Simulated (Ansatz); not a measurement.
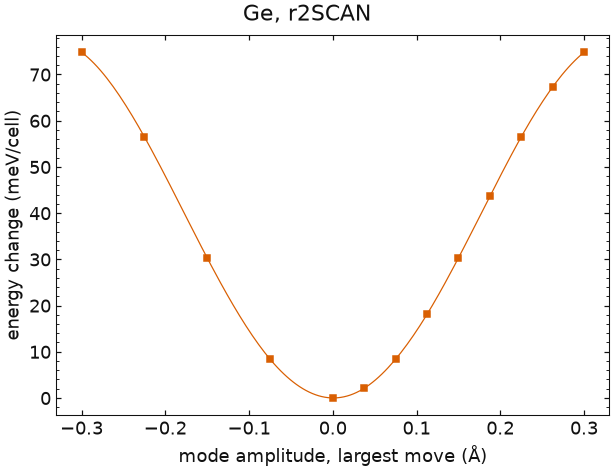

Plotted: energy change against mode amplitude for Ge, space group I4_1/amd (No. 141).

The given structure:
```
CELL_PARAMETERS angstrom
-2.57349 2.57349 1.40909
2.57349 -2.57349 1.40909
2.57349 2.57349 -1.40909
ATOMIC_POSITIONS crystal
Ge 0.25000 0.75000 0.50000
Ge 0.50000 0.50000 0.00000
```

Displacement pattern for amplitude 1 (x, y, z for each atom, in the order of the cell):
```json
{"atom": "Ge1", "x": "0.00", "y": "0.00", "z": "-1.00"}
{"atom": "Ge2", "x": "0.00", "y": "0.00", "z": "1.00"}
```

Method: a normal mode of the cell frozen into a crystal at growing amplitude, by plane-wave density functional theory with PAW datasets, free energies less that of the undisturbed cell, pressure positive in compression; scalar-relativistic (Ansatz 0.2.0). Level: r2SCAN, no spin polarisation.

- wave cutoff: 500 eV
- k mesh: 24×24×24
- occupations: Gaussian
- smearing width: 0.15 eV
- k shift: (0, 0, 0) (mesh steps)
- start: relaxed

The points at mode amplitude −0.225, −0.075, 0.15 and 0.3 follow from computed ones by symmetry.

From this curve and the settings, what does the calculation give for the force along the mode and pressure at the same points?

The force along the mode goes from 0.1492 eV/Å at mode amplitude −0.3000 Å to −0.1492 eV/Å at 0.3000 Å, not monotonically, with a high of 0.3474 eV/Å at −0.1500 Å and a low of −0.3572 eV/Å at 0.1875 Å, and changes sign near 0.000 Å. The pressure goes from 0.403 GPa at mode amplitude −0.3000 Å to 0.403 GPa at 0.3000 Å, not monotonically, with a low of −0.040 GPa at 0.0000 Å, and changes sign near −0.088 Å and 0.092 Å.

| mode amplitude, largest move (Å) | force along the mode (eV/Å) | pressure (GPa) |
| --- | --- | --- |
| −0.3000 | 0.1492 | 0.403 |
| −0.2250 | 0.3214 | 0.242 |
| −0.1500 | 0.3474 | 0.079 |
| −0.0750 | 0.2158 | −0.017 |
| 0.0000 | 0.0000 | −0.040 |
| 0.0375 | −0.1134 | −0.035 |
| 0.0750 | −0.2158 | −0.017 |
| 0.1125 | −0.2970 | 0.021 |
| 0.1500 | −0.3474 | 0.079 |
| 0.1875 | −0.3572 | 0.153 |
| 0.2250 | −0.3214 | 0.242 |
| 0.2625 | −0.2500 | 0.327 |
| 0.3000 | −0.1492 | 0.403 |
